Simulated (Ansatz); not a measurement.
Input

```
crystal:
  lattice:
    - [0.0, 1.9744093789, 1.9744093789]
    - [1.9744093789, 0.0, 1.9744093789]
    - [1.9744093789, 1.9744093789, 0.0]
  atoms:
    - { symbol: B, position: [0.125, 0.125, 0.125] }
    - { symbol: B, position: [0.875, 0.875, 0.875] }
hamiltonian:
  xc: lda
  pseudopotentials:
    kind: paw
    azcp:
      B: "pseudopotentials/B.paw.azcp"
basis:
  ecutwfc: 420
  fft_grid_basis: typed
kpoints:
  mp_grid: { grid: [15, 15, 15], shift: [0, 0, 0] }
magnetization:
  spin_polarized: false
scf:
  occupations: { method: fermi_dirac, width: 0.1 }
  lower_state_search: "off"
output:
  stress: true
  write_density: true
  write_potential: true
  elf: true
  volumetric_format: npy
```

Below, planes, directions and counts refer to the conventional cell (a = 3.95 Å, b = 3.95 Å, c = 3.95 Å, α = 90.00°, β = 90.00°, γ = 90.00°).

Space group Fd-3m; set up as B, diamond; a generated structure, not necessarily the stable one; changed on purpose from its base cell (volume × 0.96); computed pressure about 8 GPa in this cell.

Level of theory: Ansatz 0.2.0, DFT, LDA (PW92), plane waves (420 eV) with PAW, scalar-relativistic.

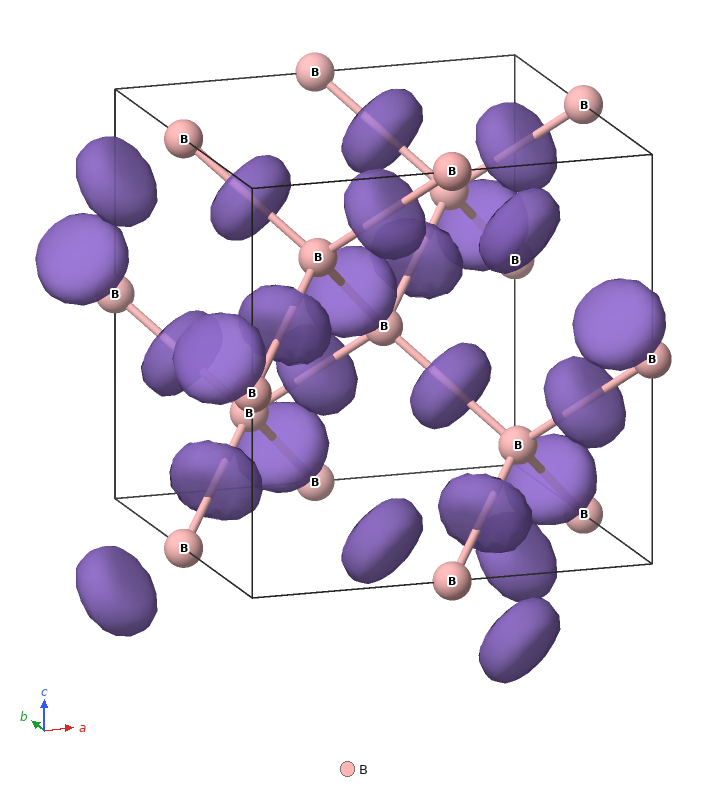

B. Isosurface of the ELF at 0.8 (purple), seen slightly off an axis. Core shells and regions of very low density are left out. Sticks mark near contacts.

> Describe the localisation domains.

The surface consists of 16 regions between bonded B–B atoms, counted in one cell of 8 atoms. Regions shared between cells count once.

Values along the shortest contacts:
B–B (1.71 Å): the ELF peaks at about 0.90 between the atoms.

> Does the calculation give a band gap?

It is gapless in this calculation (a metal or semimetal).
